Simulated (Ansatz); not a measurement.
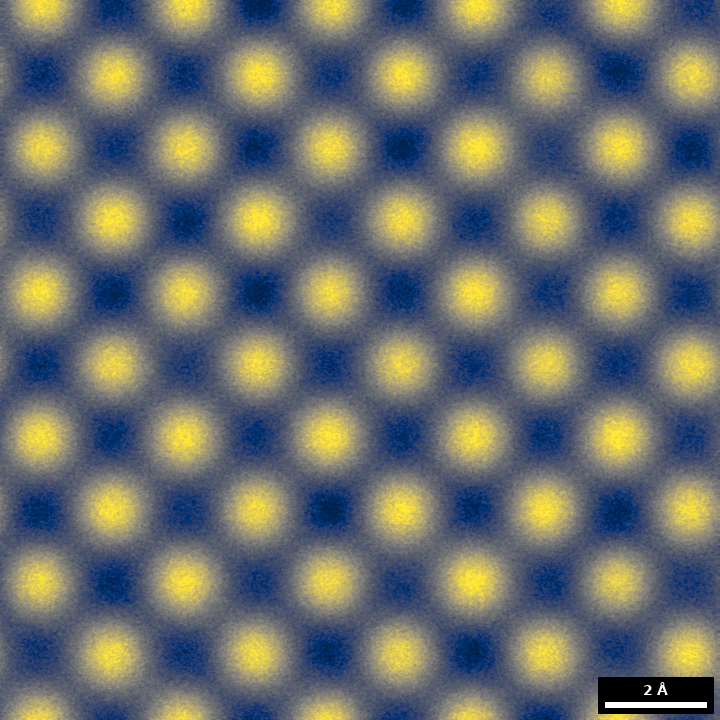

HAADF-like image of W (Fd-3m, No. 227). Simulated incoherent Z contrast: every atom adds Z^1.6 spread by a probe of 1.23 Å full width; channelling and multiple scattering are left out. The probe carries 15 % of its weight in a tail 2.5 times as wide. The display is stretched by a gamma of 0.8; percentages refer to the linear signal. Shot noise, a slight drift and the speckle of an amorphous layer were added. Model: the end point of a relaxation with DFT, PBEsol, plane waves (420 eV) with PAW, scalar-relativistic in Ansatz 0.2.0; the starting structure was generated, so it need not be a known form of this composition.

```cif
data_structure
_symmetry_space_group_name_H-M 'Fd-3m:1'
_symmetry_Int_Tables_number 227
_cell_length_a 5.7585
_cell_length_b 5.7585
_cell_length_c 5.7585
_cell_angle_alpha 90.000
_cell_angle_beta 90.000
_cell_angle_gamma 90.000
_cell_volume 190.95
loop_
_atom_site_label
_atom_site_type_symbol
_atom_site_symmetry_multiplicity
_atom_site_Wyckoff_symbol
_atom_site_fract_x
_atom_site_fract_y
_atom_site_fract_z
_atom_site_occupancy
W1 W 8 b 0.25000 0.25000 0.75000 1
```

### Along which zone axis is the crystal seen: [111], [210], [221] or [001]? (Directions equivalent by symmetry count as one.)

[001]. The projected cells are 2.35 × 2.35 Å, 120° for [111]; 1.29 × 1.58 Å, 114° for [210]; 0.68 × 2.04 Å, 90° for [221]; 2.04 × 2.04 Å, 90° for [001], and the image repeats as the [001] one does.
